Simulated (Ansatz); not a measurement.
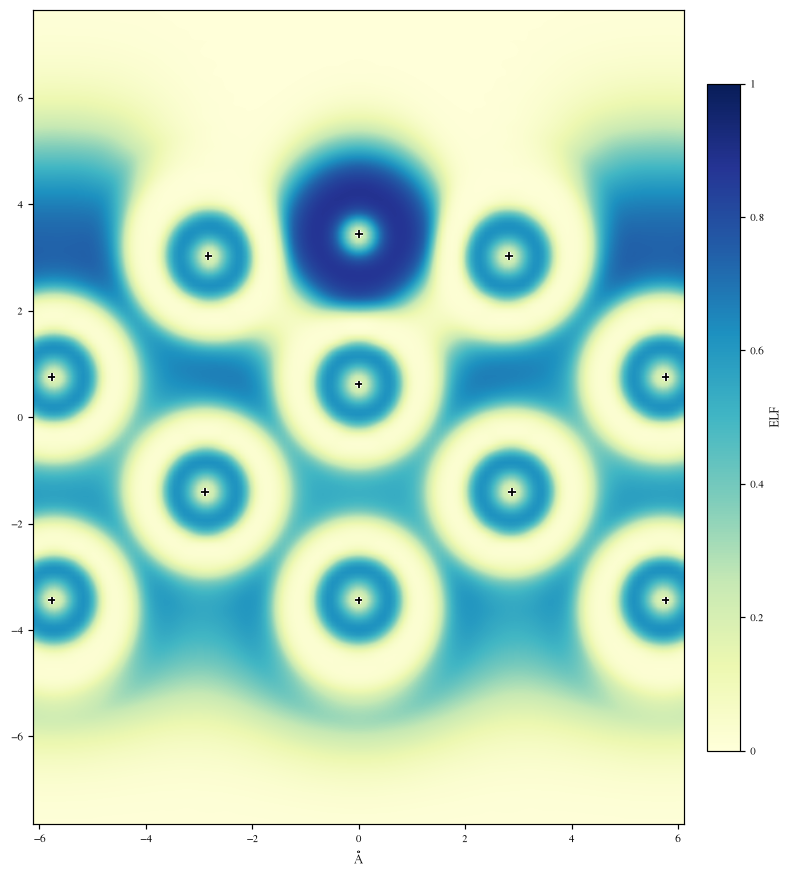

The ELF on a plane through atoms (crosses mark nuclei in the plane).

Computed with DFT PBE+D3(BJ), scalar-relativistic, plane waves, PAW (Ansatz).

Candidates:
A. C, a = 2.46 Å, b = 2.46 Å, c = 3.57 Å, α = 90.00°, β = 90.00°, γ = 120.00°. Space group P6/mmm; a structure from a database of computed crystals, not necessarily the ambient phase.
B. Na$_{8}$Cl (slab), a = 8.16 Å, b = 8.16 Å, c = 24.12 Å, α = 90.00°, β = 90.00°, γ = 90.00°. 
C. AgCl (slab), a = 7.79 Å, b = 7.79 Å, c = 21.51 Å, α = 90.00°, β = 90.00°, γ = 90.00°. 

Which system is this?

Answer. Candidate B: Na$_{8}$Cl on the (110) plane of the calculation cell, a cut from vacuum to vacuum, which holds Na and Cl. Na–Cl (2.82 Å): the ELF peaks at about 0.85 in the valence shell of Cl, 0.8 Å from its nucleus, and falls to about 0 next to Na (a closed-shell, largely ionic contact).
